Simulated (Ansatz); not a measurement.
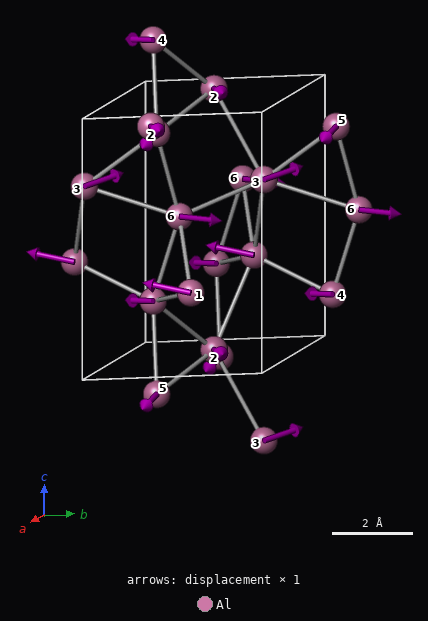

This is a relaxation of crystalline Al (a generated structure, set up in P3_2) (coarse preliminary run). The starting structure is drawn; purple arrows show the displacements (the part carried along by the change of the cell is left out), at their true length.

A ball-and-stick model of the cell of the calculation, seen slightly off an axis.

Method: DFT PBE, scalar-relativistic, plane waves, PAW in Ansatz. (plane-wave cutoff 420 eV; k-point mesh 6 × 6 × 4; occupations gaussian; smearing width 0.1 eV; no spin polarisation; cell and atoms relaxed; force threshold 0.04 eV/Å; at most 70 steps)

Q: What happened in the run?

A: The largest moves relative to the cell, 1.32 Å, are those of Al1, Al2 and Al3. Al1 goes roughly along [−1 −2 0]. Cell: a = b 4.590 → 4.599 Å (+0.2 %), c 6.749 → 5.515 Å (−18.3 %). Volume −18.0 %. Some distances before and after: Al1–Al6 5.184 → 2.816 Å, Al1–Al5 4.162 → 2.760 Å, Al4–Al5 2.361 → 3.221 Å, Al1–Al5 (another image) 3.433 → 2.756 Å. Bond angles that change, for instance: Al1–Al6–Al3 114.2° → 179.9°, Al5–Al3–Al6 133.0° → 70.2°, Al1–Al6–Al3 112.0° → 70.4°. The space group (tolerance 0.01 Å) goes from P3_2 (No. 145) to P3_221 (No. 154). After 15 accepted moves (18 points after the start) the energy has fallen by 3.404 eV per cell of the calculation. Largest force component: 1.2 eV/Å at the start, 0.0078 eV/Å at the end. The pressure goes from 12.04 to −0.07 GPa. The line search rejected the trial steps at points 10, 15 of the run. The SCF was repeated once at an unchanged geometry on a basis and grid sized afresh for the cell, which shifted the energy by 1.9 meV per cell of the calculation at most. The run took 2.8 min on 1 thread of Intel(R) Xeon(R) Processor @ 2.50GHz (Skylake/Cascade Lake) (shared host), peak memory 0.38 GiB.
